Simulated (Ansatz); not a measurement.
S32Mg33: several calculations on one system

### Relaxation

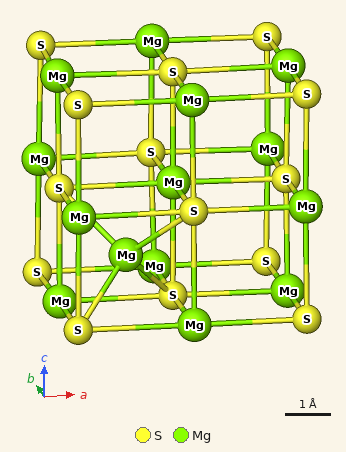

This is the input geometry for a relaxation of a defect cell of composition S32Mg33 (cell charge −1). Style: ball-and-stick. Shown: the atoms within 5.0 Å of the atom that moves most (axes of the cell of the calculation (origin shifted)), slightly off an axis.

The calculation used DFT, PBEsol, PAW, plane waves (Ansatz 0.2.0).

Set-up: plane-wave cutoff 420 eV; k-point mesh 1 × 1 × 1; mesh shifted by (0.25, 0.25, 0.25); collinear spin; atoms relaxed in a fixed cell; force threshold 0.03 eV/Å; at most 80 steps.

```
CELL_PARAMETERS angstrom
10.36396 0.00000 0.00000
0.00000 10.36396 0.00000
0.00000 0.00000 10.36396
ATOMIC_POSITIONS crystal
S 0.25044 0.99835 0.99944
S 0.25183 0.99958 0.49904
S 0.25244 0.50087 0.00259
S 0.25136 0.50027 0.49939
S 0.74938 0.00031 0.99965
S 0.74738 0.00070 0.50023
S 0.75060 0.50054 0.99831
S 0.74763 0.50129 0.49752
S 0.00057 0.24788 0.00203
S 0.99950 0.24802 0.49593
S 0.99994 0.75095 0.99899
S 0.00130 0.75152 0.50153
S 0.50312 0.25031 0.99896
S 0.50137 0.25198 0.50043
S 0.50167 0.74941 0.00265
S 0.49669 0.75436 0.50199
S 0.00268 0.99913 0.25265
S 0.00015 0.99523 0.75033
S 0.00048 0.49897 0.24877
S 0.99901 0.49638 0.75353
S 0.50329 0.00360 0.25107
S 0.50149 0.00161 0.75081
S 0.49989 0.50050 0.24917
S 0.49982 0.50126 0.74672
S 0.24857 0.24954 0.24761
S 0.24825 0.24956 0.74985
S 0.24791 0.75075 0.24781
S 0.25499 0.74893 0.75298
S 0.74866 0.24818 0.24978
S 0.74861 0.25151 0.75015
S 0.74849 0.75151 0.24879
S 0.75017 0.74886 0.74982
Mg 0.99794 0.00044 0.00125
Mg 0.99992 0.00013 0.49833
Mg 0.00095 0.50317 0.00102
Mg 0.00061 0.50018 0.50001
Mg 0.50065 0.00277 0.00234
Mg 0.49938 0.99841 0.49976
Mg 0.50178 0.49888 0.99533
Mg 0.50092 0.50094 0.50050
Mg 0.25004 0.25210 0.00134
Mg 0.24951 0.24836 0.49902
Mg 0.25208 0.75211 0.99827
Mg 0.25037 0.74819 0.50058
Mg 0.74867 0.25219 0.00049
Mg 0.74637 0.25157 0.50007
Mg 0.74677 0.75064 0.00080
Mg 0.75192 0.74828 0.50017
Mg 0.24745 0.99925 0.25094
Mg 0.25097 0.00106 0.74921
Mg 0.25238 0.49958 0.24713
Mg 0.24705 0.49896 0.75056
Mg 0.74971 0.00281 0.24925
Mg 0.75402 0.99924 0.74874
Mg 0.75082 0.49831 0.24863
Mg 0.75290 0.50214 0.74887
Mg 0.00309 0.24847 0.25111
Mg 0.99824 0.24923 0.74861
Mg 0.00007 0.75145 0.24920
Mg 0.00163 0.75064 0.74772
Mg 0.50306 0.25097 0.24773
Mg 0.49752 0.24944 0.74900
Mg 0.50412 0.75065 0.24913
Mg 0.49901 0.75156 0.75100
Mg 0.37518 0.37707 0.37691
```

What does the optimiser find from here?

Over 6 geometry steps the energy falls by 3.409 eV per cell of the calculation. The largest force component goes from 2.5 to 0.013 eV/Å. Mg40 moves most: 0.47 Å along [1 1 1]. By element the largest moves are Mg 0.47 Å, S 0.12 Å. The lattice vectors keep their values. Near-neighbour distances that change, for instance: Mg42–Mg65 2.253 → 2.701 Å, Mg40–Mg65 2.233 → 2.674 Å, Mg61–Mg65 2.293 → 2.701 Å, S14–Mg40 2.580 → 2.967 Å. Among the angles between lasting bonds that change: S23–Mg40–S24 179.5° → 164.7°, S4–Mg40–S8 179.1° → 164.7°, S16–Mg40–S24 89.6° → 102.1°.

The end point in the same view:

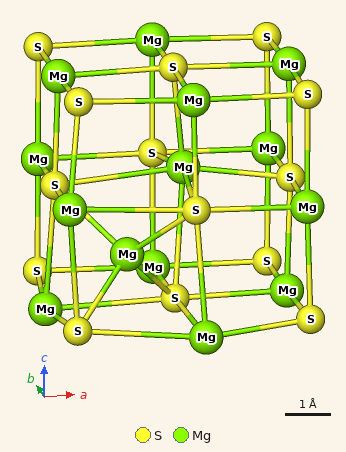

Limits of the set-up: the cell is charged, on a uniform background, and energies carry no finite-size correction.

### Relaxation

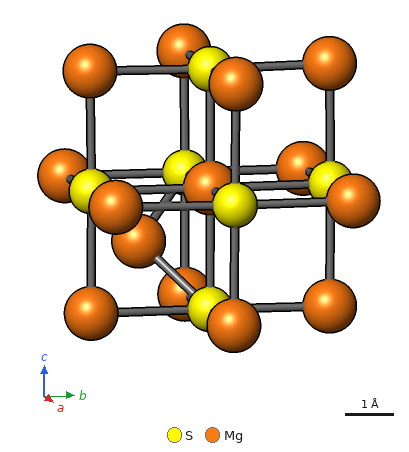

A defect cell of composition S$_{32}$Mg$_{33}$, before the relaxation. The picture is a ball-and-stick view of the atoms within 4.2 Å of the atom that moves most (axes of the cell of the calculation (origin shifted)), seen slightly off an axis.

All numbers below come from DFT, PBEsol, PAW, plane waves (Ansatz 0.2.0).

Settings: plane-wave cutoff 420 eV; k-point mesh 1 × 1 × 1; mesh shifted by (0.25, 0.25, 0.25); no spin polarisation; atoms relaxed in a fixed cell; force threshold 0.03 eV/Å; at most 80 steps.

```
S Mg
1.0
    10.36396    0.00000    0.00000
     0.00000   10.36396    0.00000
     0.00000    0.00000   10.36396
S Mg
32 33
Direct
  0.25044 0.99835 0.99944
  0.25183 0.99958 0.49904
  0.25244 0.50087 0.00259
  0.25136 0.50027 0.49939
  0.74938 0.00031 0.99965
  0.74738 0.00070 0.50023
  0.75060 0.50054 0.99831
  0.74763 0.50129 0.49752
  0.00057 0.24788 0.00203
  0.99950 0.24802 0.49593
  0.99994 0.75095 0.99899
  0.00130 0.75152 0.50153
  0.50312 0.25031 0.99896
  0.50137 0.25198 0.50043
  0.50167 0.74941 0.00265
  0.49669 0.75436 0.50199
  0.00268 0.99913 0.25265
  0.00015 0.99523 0.75033
  0.00048 0.49897 0.24877
  0.99901 0.49638 0.75353
  0.50329 0.00360 0.25107
  0.50149 0.00161 0.75081
  0.49989 0.50050 0.24917
  0.49982 0.50126 0.74672
  0.24857 0.24954 0.24761
  0.24825 0.24956 0.74985
  0.24791 0.75075 0.24781
  0.25499 0.74893 0.75298
  0.74866 0.24818 0.24978
  0.74861 0.25151 0.75015
  0.74849 0.75151 0.24879
  0.75017 0.74886 0.74982
  0.99794 0.00044 0.00125
  0.99992 0.00013 0.49833
  0.00095 0.50317 0.00102
  0.00061 0.50018 0.50001
  0.50065 0.00277 0.00234
  0.49938 0.99841 0.49976
  0.50178 0.49888 0.99533
  0.50092 0.50094 0.50050
  0.25004 0.25210 0.00134
  0.24951 0.24836 0.49902
  0.25208 0.75211 0.99827
  0.25037 0.74819 0.50058
  0.74867 0.25219 0.00049
  0.74637 0.25157 0.50007
  0.74677 0.75064 0.00080
  0.75192 0.74828 0.50017
  0.24745 0.99925 0.25094
  0.25097 0.00106 0.74921
  0.25238 0.49958 0.24713
  0.24705 0.49896 0.75056
  0.74971 0.00281 0.24925
  0.75402 0.99924 0.74874
  0.75082 0.49831 0.24863
  0.75290 0.50214 0.74887
  0.00309 0.24847 0.25111
  0.99824 0.24923 0.74861
  0.00007 0.75145 0.24920
  0.00163 0.75064 0.74772
  0.50306 0.25097 0.24773
  0.49752 0.24944 0.74900
  0.50412 0.75065 0.24913
  0.49901 0.75156 0.75100
  0.37518 0.37707 0.37691
```

Q: Predict the outcome.

A: After 6 geometry steps the energy has fallen by 3.448 eV per cell of the calculation. Largest force component: 2.6 eV/Å at the start, 0.018 eV/Å at the end. Mg40 moves most: 0.61 Å along [1 1 1]. Largest moves by element: Mg 0.61 Å, S 0.19 Å. The cell doesn't change. Near-neighbour distances that change, for instance: S4–Mg40 2.586 → 3.153 Å, S14–Mg40 2.580 → 3.143 Å, S23–Mg40 2.605 → 3.151 Å, Mg42–Mg65 2.253 → 2.751 Å. Among the angles between lasting bonds that change: S16–Mg40–S24 89.6° → 106.2°, S8–Mg40–S16 90.9° → 106.2°. Cost: 5.6 s on 1 × NVIDIA GB200 with 8 threads of Arm Neoverse-V2, peak memory 1.8 GiB.

History of the run:

| step | E − E(0), meV/atom | largest force component, eV/Å |
| --- | --- | --- |
| 0 | 0.00 | 2.5944 |
| 1 | -36.41 | 1.2185 |
| 2 | -51.50 | 0.2818 |
| 3 | -52.68 | 0.1167 |
| 4 | -52.96 | 0.1000 |
| 5 | -53.05 | 0.0179 |
| 6 | -53.05 | 0.0181 |

After the run, drawn alike:

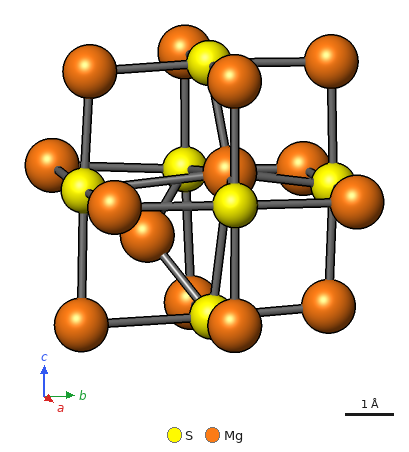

### Defect

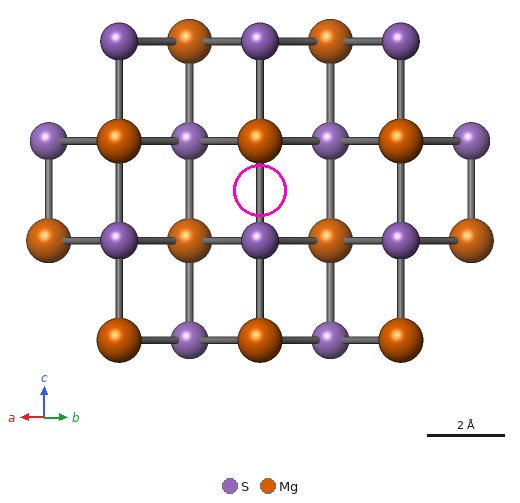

Perfect MgS. The picture is a ball-and-stick view of the atoms within 6.0 Å of one point, in a slice 5.0 Å thick across the line of sight, seen along [110].

Method: DFT, PBEsol, PAW, plane waves in Ansatz. Set-up: plane-wave cutoff 420 eV; k-point mesh 1 × 1 × 1; mesh shifted by (0.25, 0.25, 0.25); collinear spin. Fermi-Dirac smearing of 0.01 eV. A uniform background neutralises the charged cell. The axes drawn are those of the host's conventional cell.

An extra magnesium atom is put between the host's atoms (an interstitial) at the ringed place, in charge state +1. The supercell has 64 sites, and the atoms are relaxed at the host's cell.

Predict the relaxed surroundings of the defect.

Answer. The Mg atom starts with 4 Mg at 2.24 to 2.25 Å, 4 S at 2.24 to 2.25 Å around its place and ends with 4 S at 2.31 to 2.48 Å, 3 Mg at 2.59 to 2.77 Å. Of the host's atoms, a magnesium atom moves furthest from its site, by 0.72 Å. The Mg atom itself moves 0.38 Å from where it was put. The cell's net moment is 1.00 μB.

The relaxed defect, seen from the same direction:

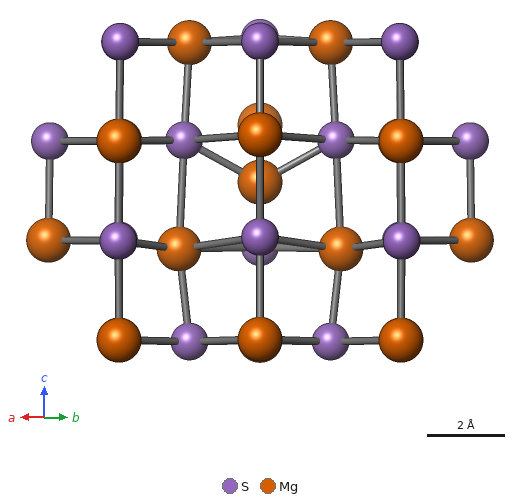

Limits of the set-up: the cell is charged, on a uniform background, and energies carry no finite-size correction.

### Defect

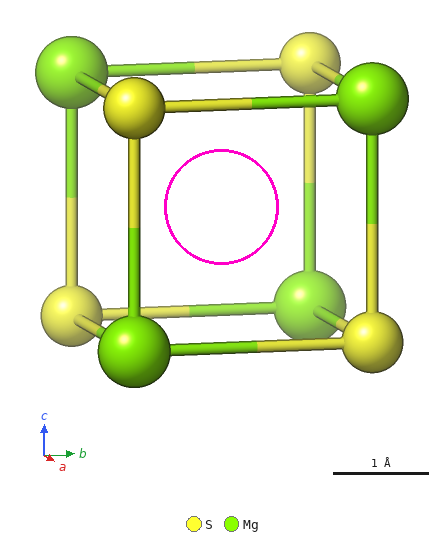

Perfect MgS. The picture is a ball-and-stick view of the atoms within 3.3 Å of one point, seen slightly off an axis.

Level of theory: DFT, PBEsol, PAW, plane waves (Ansatz 0.2.0). (plane-wave cutoff 420 eV; k-point mesh 1 × 1 × 1; mesh shifted by (0.25, 0.25, 0.25); no spin polarisation) Fermi-Dirac smearing of 0.01 eV. The axes drawn are those of the host's conventional cell.

An extra magnesium atom is put between the host's atoms (an interstitial) at the ringed place, in charge state 0. The supercell has 64 sites, and the atoms are relaxed at the host's cell.

Q: Predict the relaxed surroundings of the defect.

A: The Mg atom starts with 4 Mg at 2.24 to 2.25 Å, 4 S at 2.24 to 2.25 Å around its place and ends with 4 S at 2.31 to 2.44 Å, 4 Mg at 2.58 to 2.75 Å. Of the host's atoms, a magnesium atom moves furthest from its site, by 0.63 Å. The Mg atom itself moves 0.27 Å from where it was put.

The relaxed defect, seen from the same direction:

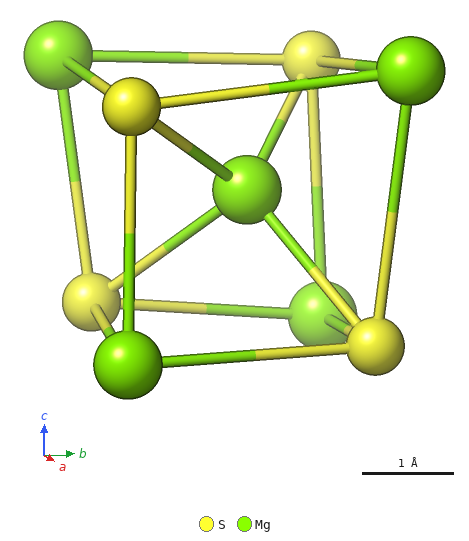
